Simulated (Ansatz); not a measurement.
# Single-point calculation of Ti$_{18}$HO$_{36}$ (part 2 of 2)

Ti$_{18}$HO$_{36}$ (defect cell, 55 atoms in the cell); DFT PBE, scalar-relativistic, plane waves, PAW, spin-polarised (Ansatz 0.2.0); cutoff 420 eV, 2×1×2 k-mesh, Gaussian smearing of 0.05 eV, collinear spins. The structure derives from a Materials Project entry.

**Output, continued**
```
  k-point 0 ↑: bands = ["-48.5546", "-48.5343", "-48.5052", "-48.4827", "-48.4783", "-48.4709", "-48.4599", "-48.4531", "-48.4397", "-48.4389", ... 63 levels left out ..., "-9.7688", "-9.4023", "-9.2373", "-8.9819", "-8.9643", "-8.9023", "-8.8792", "-8.8687", "-8.8596", "-8.8199", "-8.7583", "-8.7266", "-8.6815", "-8.6276", "-8.6264", "-8.5839", "-8.5671", "-8.5402", "-8.4527", "-8.4359", "-8.4087", "-8.3765", "-8.3719", "-8.3533", "-8.3424", "-8.3331", "-8.3226", "-8.3040", "-8.2916",
      "-8.2747", "-8.2597", "-8.2461", "-8.2289", "-8.1429", "-7.9874", "1.9809", "2.9033", "3.0703", "3.1285", "3.2976", "3.4955", "3.5192", "3.5720", "3.6115", "3.6285", "3.6583", "3.6788", "3.6944", "3.7222", "3.7434", "3.7542", "3.7865", "3.8715", "3.8764", "3.8857", "3.9266", "3.9428", "3.9707", "3.9924", "4.0226", "4.0492", "4.0869", "4.1213", "4.2047", "4.2275", "4.2749", "4.3359", "4.3514", "4.4263",
      "4.5031", "4.5762", "4.5914", "4.6244", "4.6558", "4.6911", "4.7139", "4.7396", "4.7614", "4.7816", "4.8220", "4.8592", "4.9003", "5.0006", "5.0210", "5.0290", "5.0870", "5.1422", "5.1578", "5.1854", "5.1974", "5.2211", "5.3543", "5.5315", "5.7164", "5.7328", "5.7570", "5.7858", "5.8296", "5.8576", "5.8697", "6.0121", "6.0493", "6.0623", "6.0762", "6.0984", "6.1784", "6.1961", "6.1985", "6.2304",
      "6.2529", "6.2618", "6.3209", "6.3432", "6.3817", "6.4173", "6.4265", "6.4630", "6.4733", "6.6002", "6.6569", "6.7811", "6.7936", "6.8527", "6.8691", "6.8958", "6.9502", "6.9599", "7.0301", "7.0563", "7.1117", "7.1538", "7.1728", "7.1833", "7.2134", "7.2281", "7.2452", "7.3162", "7.3302", "7.3808", "7.5014", "7.6325", "7.6679", "7.9123", "10.2952", "10.3084", "10.5668", "10.5871", "10.6985", "10.7090",
      "10.7184", "10.7268", "10.7618", "10.7954", "10.8053", "10.8323", "10.8720", "10.9199", "10.9559", "11.0843", "11.1052", "11.1271", "11.1558", "11.1791", "11.1831", "11.2088", "11.2404", "11.2633", "11.3061", "11.3241", "11.3528", "11.3721", "11.3845", "11.4275", "11.4355", "11.4686", "11.4875", "11.5308", "11.5518", "11.6714", "11.7248", "11.7466", "11.7728", "11.7893", "11.8107", "11.8253", "11.8466", "11.8555", "11.8807", "11.9122",
      "11.9199", "11.9840", "12.0471", "12.0700", "12.1624", "12.1907", "12.2236", "12.6810", "13.1855", "13.3371", "13.4355"]
  k-point 1 ↑: bands = ["-48.5546", "-48.5343", "-48.5052", "-48.4829", "-48.4773", "-48.4719", "-48.4599", "-48.4533", "-48.4393", "-48.4390", ... 63 levels left out ..., "-9.5110", "-9.4569", "-9.3898", "-9.1988", "-8.9426", "-8.9385", "-8.8734", "-8.8583", "-8.8371", "-8.8225", "-8.7855", "-8.7544", "-8.6979", "-8.6774", "-8.6340", "-8.5777", "-8.5158", "-8.4828", "-8.4476", "-8.4289", "-8.3956", "-8.3865", "-8.3782", "-8.3728", "-8.3417", "-8.3343", "-8.3284", "-8.2976", "-8.2688",
      "-8.2602", "-8.2540", "-8.2317", "-8.1454", "-8.0776", "-8.0350", "1.9811", "2.7572", "3.0730", "3.2977", "3.3509", "3.4240", "3.4914", "3.5419", "3.5963", "3.6026", "3.6279", "3.6822", "3.7077", "3.7409", "3.7691", "3.7855", "3.8071", "3.8230", "3.8547", "3.9445", "3.9608", "3.9959", "4.0322", "4.0447", "4.0709", "4.1109", "4.1356", "4.1563", "4.1744", "4.1862", "4.2268", "4.2765", "4.2865", "4.3402",
      "4.3982", "4.4254", "4.5241", "4.5961", "4.6341", "4.6915", "4.7008", "4.7486", "4.7712", "4.8106", "4.8416", "4.8684", "4.9286", "4.9634", "5.0373", "5.0445", "5.0790", "5.1283", "5.1434", "5.1694", "5.1870", "5.3960", "5.5540", "5.5785", "5.5948", "5.6053", "5.6769", "5.6850", "5.8611", "5.8908", "5.9604", "6.0113", "6.0489", "6.0828", "6.1042", "6.1187", "6.1433", "6.2155", "6.2280", "6.2620",
      "6.3262", "6.3514", "6.3588", "6.4174", "6.4286", "6.4476", "6.4754", "6.4995", "6.5434", "6.5667", "6.6904", "6.7037", "6.7462", "6.7612", "6.8210", "6.8735", "6.9443", "6.9979", "7.0375", "7.0654", "7.1127", "7.1275", "7.1532", "7.2054", "7.2216", "7.2462", "7.2541", "7.2698", "7.3475", "7.3713", "7.4126", "7.6133", "7.6839", "7.7977", "10.3420", "10.3633", "10.4917", "10.5264", "10.6012", "10.6718",
      "10.7141", "10.7256", "10.7448", "10.7735", "10.8052", "10.8278", "10.8612", "10.9133", "10.9335", "11.0316", "11.0589", "11.1139", "11.1375", "11.1507", "11.2160", "11.2253", "11.2624", "11.2723", "11.3038", "11.3265", "11.3463", "11.3774", "11.3969", "11.4283", "11.4522", "11.4890", "11.4974", "11.5447", "11.5770", "11.6597", "11.6738", "11.7074", "11.7414", "11.7526", "11.7804", "11.8120", "11.8694", "11.9081", "11.9313", "11.9599",
      "12.0290", "12.0487", "12.0908", "12.1279", "12.1668", "12.2308", "12.3381", "12.6062", "13.0711", "13.3023", "13.4279"]
  k-point 2 ↑: bands = ["-48.5531", "-48.5361", "-48.5035", "-48.4821", "-48.4724", "-48.4677", "-48.4646", "-48.4611", "-48.4498", "-48.4346", ... 63 levels left out ..., "-9.5793", "-9.4839", "-9.2162", "-9.1858", "-9.0385", "-9.0138", "-8.8711", "-8.8333", "-8.7880", "-8.7512", "-8.7264", "-8.7106", "-8.6923", "-8.6629", "-8.6504", "-8.6381", "-8.6163", "-8.5579", "-8.4392", "-8.4201", "-8.4162", "-8.3958", "-8.3688", "-8.3606", "-8.3364", "-8.3190", "-8.3132", "-8.2962", "-8.2788",
      "-8.2560", "-8.2361", "-8.1696", "-8.1170", "-8.1141", "-8.0775", "1.9915", "3.2019", "3.2220", "3.2353", "3.2486", "3.3171", "3.3345", "3.3957", "3.4160", "3.4258", "3.5022", "3.5329", "3.5730", "3.6422", "3.7452", "3.7758", "3.8006", "3.8202", "3.8996", "3.9459", "3.9863", "4.0165", "4.0352", "4.0682", "4.0749", "4.0797", "4.1130", "4.1509", "4.1710", "4.2127", "4.2422", "4.2688", "4.3055", "4.3228",
      "4.3466", "4.3622", "4.4659", "4.4961", "4.5071", "4.5289", "4.6819", "4.8194", "4.8443", "4.9512", "5.0085", "5.0706", "5.1034", "5.1088", "5.1579", "5.1885", "5.2719", "5.3319", "5.3615", "5.5547", "5.5978", "5.6039", "5.6708", "5.6841", "5.7180", "5.7713", "5.8144", "5.8394", "5.8508", "5.8858", "5.9298", "5.9378", "5.9620", "6.0006", "6.0397", "6.0878", "6.0962", "6.1079", "6.1177", "6.1352",
      "6.1463", "6.1753", "6.2045", "6.2379", "6.2628", "6.3356", "6.3764", "6.4140", "6.4833", "6.5416", "6.5785", "6.6187", "6.7024", "6.7319", "6.7459", "6.7977", "6.8636", "6.9394", "6.9800", "7.0280", "7.0805", "7.1161", "7.1476", "7.1797", "7.1974", "7.2090", "7.2344", "7.2732", "7.3064", "7.3665", "7.6140", "7.6223", "7.7047", "7.8165", "10.5397", "10.5402", "10.5833", "10.6235", "10.6762", "10.6952",
      "10.7055", "10.7441", "10.7930", "10.8308", "10.8383", "10.8594", "10.9000", "10.9442", "10.9533", "10.9860", "11.0028", "11.0310", "11.0570", "11.1024", "11.1323", "11.1982", "11.2538", "11.2952", "11.3094", "11.3524", "11.4288", "11.4715", "11.4898", "11.4997", "11.5158", "11.5432", "11.5573", "11.5621", "11.5895", "11.6037", "11.6268", "11.6702", "11.6904", "11.6989", "11.7287", "11.7760", "11.8017", "11.8109", "11.8366", "11.9001",
      "11.9669", "12.0127", "12.0397", "12.0692", "12.0833", "12.1880", "12.5207", "12.5579", "13.2838", "13.3781", "13.4232"]
  k-point 3 ↓: bands = ["-48.4770", "-48.4590", "-48.4424", "-48.4419", "-48.4318", "-48.4286", "-48.4112", "-48.4083", "-48.4066", "-48.3987", ... 63 levels left out ..., "-9.3804", "-9.3197", "-9.2298", "-9.2128", "-9.1875", "-9.1273", "-9.0122", "-8.9617", "-8.8602", "-8.8326", "-8.7180", "-8.7060", "-8.6894", "-8.6599", "-8.6503", "-8.6424", "-8.6096", "-8.5548", "-8.4844", "-8.4691", "-8.3648", "-8.3427", "-8.3316", "-8.3215", "-8.3122", "-8.2931", "-8.2732", "-8.2553", "-8.2487",
      "-8.1909", "-8.1894", "-8.1718", "-8.1502", "-8.1498", "-8.0794", "1.9963", "3.1400", "3.1521", "3.2367", "3.2408", "3.3505", "3.3684", "3.4295", "3.5052", "3.5514", "3.5582", "3.6050", "3.6290", "3.6609", "3.7150", "3.7549", "3.7956", "3.8088", "3.8519", "3.8762", "3.9331", "3.9552", "3.9769", "4.0221", "4.0640", "4.0905", "4.1057", "4.1303", "4.1704", "4.1750", "4.2121", "4.3011", "4.3240", "4.3645",
      "4.4074", "4.4548", "4.4921", "4.5205", "4.5499", "4.5787", "4.7081", "4.8297", "4.8724", "4.8973", "5.0302", "5.0765", "5.1081", "5.1752", "5.2323", "5.2741", "5.3270", "5.4022", "5.4419", "5.5219", "5.5350", "5.5731", "5.6047", "5.6289", "5.6813", "5.7291", "5.7730", "5.7814", "5.8611", "5.8722", "5.9062", "5.9323", "5.9768", "5.9956", "6.0408", "6.0736", "6.0994", "6.1230", "6.1363", "6.1904",
      "6.2323", "6.2718", "6.3167", "6.3517", "6.3682", "6.3922", "6.4109", "6.4202", "6.4450", "6.5763", "6.5861", "6.6222", "6.6553", "6.6700", "6.7243", "6.7498", "6.8275", "6.8471", "6.8730", "6.8859", "6.9295", "7.0842", "7.1470", "7.1870", "7.2392", "7.3066", "7.3181", "7.3711", "7.4205", "7.4741", "7.5590", "7.6005", "7.6525", "7.7619", "10.5271", "10.5489", "10.5735", "10.6477", "10.6806", "10.7243",
      "10.7572", "10.8246", "10.8535", "10.8842", "10.9667", "10.9734", "10.9969", "11.0145", "11.0310", "11.0706", "11.0779", "11.1039", "11.1472", "11.1667", "11.1817", "11.2336", "11.2933", "11.3274", "11.3557", "11.4010", "11.4125", "11.4635", "11.5015", "11.5122", "11.5488", "11.5654", "11.5820", "11.6145", "11.6331", "11.6551", "11.6725", "11.7003", "11.7385", "11.7933", "11.8466", "11.8593", "11.9416", "11.9568", "12.0084", "12.0520",
      "12.0566", "12.0949", "12.1255", "12.1479", "12.1883", "12.2325", "12.4417", "12.4685", "13.3341", "13.3418", "13.4041"]
--- Löwdin populations: 55 sites ---
  site symbol       q [e]    m [muB]
     0     Ti     10.6695     0.0180
     1     Ti     10.6575     0.0228
     2     Ti     10.6558     0.0280
     3     Ti     10.6527     0.0234
     4     Ti     10.6679     0.0182
     5     Ti     10.6591     0.0218
     6     Ti     10.6558     0.0230
     7     Ti     10.6593     0.0205
     8     Ti     10.6545     0.0231
     9     Ti     10.6517     0.0267
    10     Ti     10.6525     0.0227
    11     Ti     10.6567     0.0199
    12     Ti     10.6582     0.1198
    13     Ti     10.6516     0.1125
    14     Ti     10.6452     0.1378
    15     Ti     10.6532     0.1475
    16     Ti     10.6444     0.1291
    17     Ti     10.6525     0.1477
    18      O      6.6538    -0.0040
    19      O      6.6530    -0.0041
    20      O      6.6481    -0.0059
    21      O      6.6506    -0.0036
    22      O      6.6531    -0.0038
    23      O      6.6551    -0.0035
    24      O      6.6152    -0.0013
    25      O      6.6479    -0.0010
    26      O      6.5815    -0.0018
    27      O      6.6095    -0.0015
    28      O      6.5824    -0.0016
    29      O      6.6084    -0.0014
    30      O      6.6611    -0.0032
    31      O      6.6611    -0.0032
    32      O      6.6621    -0.0037
    33      O      6.6599    -0.0029
    34      O      6.6589    -0.0029
    35      O      6.6440    -0.0036
    36      O      6.7157    -0.0009
    37      O      6.6633    -0.0028
    38      O      6.6525    -0.0029
    39      O      6.6643    -0.0034
    40      O      6.6529    -0.0029
    41      O      6.6654    -0.0030
    42      O      6.6289    -0.0015
    43      O      6.5998    -0.0015
    44      O      6.6103    -0.0020
    45      O      6.5951    -0.0012
    46      O      6.6321    -0.0010
    47      O      6.6083    -0.0013
    48      O      6.6498    -0.0041
    49      O      6.6516    -0.0025
    50      O      6.6505    -0.0048
    51      O      6.6413    -0.0040
    52      O      6.6471    -0.0042
    53      O      6.6504    -0.0025
    54      H      0.6084     0.0001
  spilling = 0.003484 (of n_electrons = 433.000000)
--- Bader charges: 55 sites ---
  site symbol  charge [e]  shift [e]    m [muB]
     0     Ti      2.2287     0.0048     0.0160
     1     Ti      2.2489     0.0038     0.0203
     2     Ti      2.2453     0.0039     0.0251
     3     Ti      2.2482     0.0037     0.0210
     4     Ti      2.2304     0.0046     0.0161
     5     Ti      2.2483     0.0038     0.0195
     6     Ti      2.2497     0.0037     0.0206
     7     Ti      2.2475     0.0040     0.0184
     8     Ti      2.2477     0.0039     0.0207
     9     Ti      2.2469     0.0037     0.0241
    10     Ti      2.2508     0.0039     0.0204
    11     Ti      2.2479     0.0039     0.0179
    12     Ti      2.2376     0.0043     0.1027
    13     Ti      2.2627     0.0037     0.0962
    14     Ti      2.2538     0.0034     0.1192
    15     Ti      2.2463     0.0034     0.1274
    16     Ti      2.2564     0.0035     0.1115
    17     Ti      2.2459     0.0034     0.1276
    18      O     -1.1602     0.0021     0.0047
    19      O     -1.1558     0.0020     0.0048
    20      O     -1.1537     0.0019     0.0056
    21      O     -1.1571     0.0020     0.0052
    22      O     -1.1594     0.0021     0.0048
    23      O     -1.1569     0.0020     0.0049
    24      O     -1.1124     0.0021    -0.0003
    25      O     -1.1339     0.0016     0.0001
    26      O     -1.0791     0.0026    -0.0005
    27      O     -1.1011     0.0020    -0.0001
    28      O     -1.0818     0.0025    -0.0004
    29      O     -1.1000     0.0019    -0.0002
    30      O     -1.1560     0.0018    -0.0011
    31      O     -1.1550     0.0018    -0.0011
    32      O     -1.1548     0.0018    -0.0014
    33      O     -1.1538     0.0018    -0.0009
    34      O     -1.1545     0.0019    -0.0010
    35      O     -1.1483     0.0024    -0.0014
    36      O     -1.2435     0.0019     0.0002
    37      O     -1.1590     0.0018    -0.0007
    38      O     -1.1493     0.0019    -0.0009
    39      O     -1.1589     0.0018    -0.0011
    40      O     -1.1501     0.0019    -0.0008
    41      O     -1.1588     0.0017    -0.0010
    42      O     -1.1148     0.0019    -0.0004
    43      O     -1.0956     0.0021    -0.0003
    44      O     -1.1029     0.0020    -0.0004
    45      O     -1.0902     0.0021    -0.0002
    46      O     -1.1169     0.0018     0.0000
    47      O     -1.1037     0.0020    -0.0002
    48      O     -1.1556     0.0020     0.0049
    49      O     -1.1574     0.0020     0.0058
    50      O     -1.1576     0.0020     0.0040
    51      O     -1.1481     0.0019     0.0068
    52      O     -1.1550     0.0021     0.0042
    53      O     -1.1564     0.0020     0.0059
    54      H      0.6048     0.0018     0.0001
  estimated error of the sums over rays = 5.4e-4 e
```

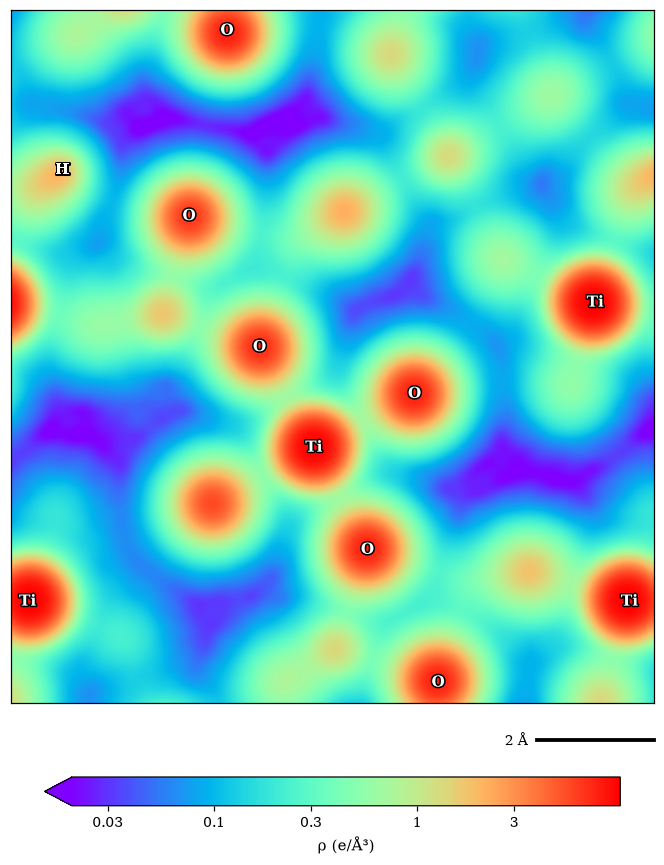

Valence charge density (pseudo) on the (111) plane of the calculation cell. Atoms in the plane: Ti, O and H. Ti–O (1.95 Å): ρ is about 0.72 e/Å³ halfway. Ti–O (1.96 Å): ρ at the midpoint is about 0.71 e/Å³. Away from the nuclei the density in this plane falls to 0.02 e/Å³ at its lowest. In a PAW calculation such maps are meaningful between the atoms, not at the nuclei.

**Summary**

- outcome: converged
- electrons treated: 433
- free energy: −65510.1990 eV
- Fermi energy: 10.413 eV
- gap on the k-point mesh: none (metallic)
- net moment of the cell: 0.97 μB
- integrated absolute moment: 1.18 μB
- largest force (length of the vector): 0.054 eV/Å
- wall time: 2.9 min (CPU time 23 min)
- peak memory: 5 GiB

The k-point mesh is coarse for a cell of this size, so the results may not be converged.
